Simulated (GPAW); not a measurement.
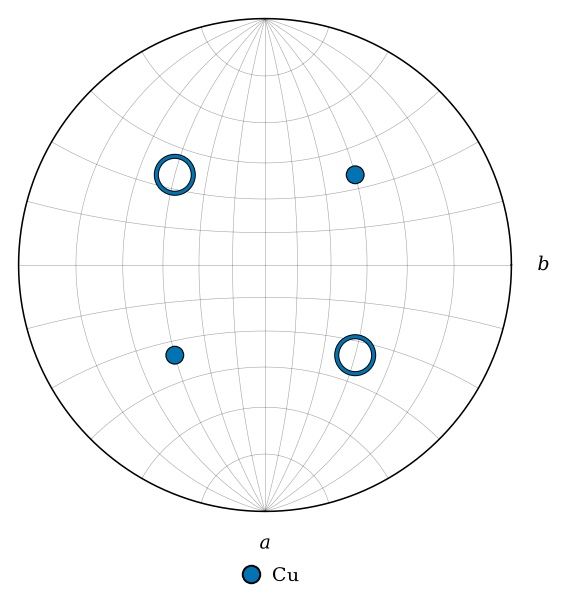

Directions from one oxygen atom at (1/2, 1/2, 1/2) to its bonded neighbours, in stereographic projection down c (filled: above the plane of the page or in it, open: below). Crystal: Cu2O, an entry of the Crystallography Open Database, as set up for an electronic-structure calculation. Geometry calculated from the standardised cell; symmetry tolerance 0.002 Å.

Neighbours are counted up to 2.36 Å for Cu.

```cif
data_structure
_symmetry_space_group_name_H-M 'P 1'
_symmetry_Int_Tables_number 1
_cell_length_a 4.2600
_cell_length_b 4.2600
_cell_length_c 4.2600
_cell_angle_alpha 90.000
_cell_angle_beta 90.000
_cell_angle_gamma 90.000
_cell_volume 77.31
loop_
_atom_site_label
_atom_site_type_symbol
_atom_site_fract_x
_atom_site_fract_y
_atom_site_fract_z
_atom_site_occupancy
Cu1 Cu 0.75000 0.25000 0.75000 1
Cu2 Cu 0.75000 0.75000 0.25000 1
Cu3 Cu 0.25000 0.75000 0.75000 1
Cu4 Cu 0.25000 0.25000 0.25000 1
O1 O 0.50000 0.50000 0.50000 1
O2 O 0.00000 0.00000 0.00000 1
```

How many neighbours are there, and at what angles?

Answer. 4: 4 Cu at 1.84 Å. Angles between bonds: 109° (6×).

What is the site's symmetry in the crystal?

Answer. Point group -43m (Td), order 24: three −4 axes, four threefold axes, six mirror planes. In No. 224, Pn-3m, origin choice 1 this is Wyckoff position 2a.
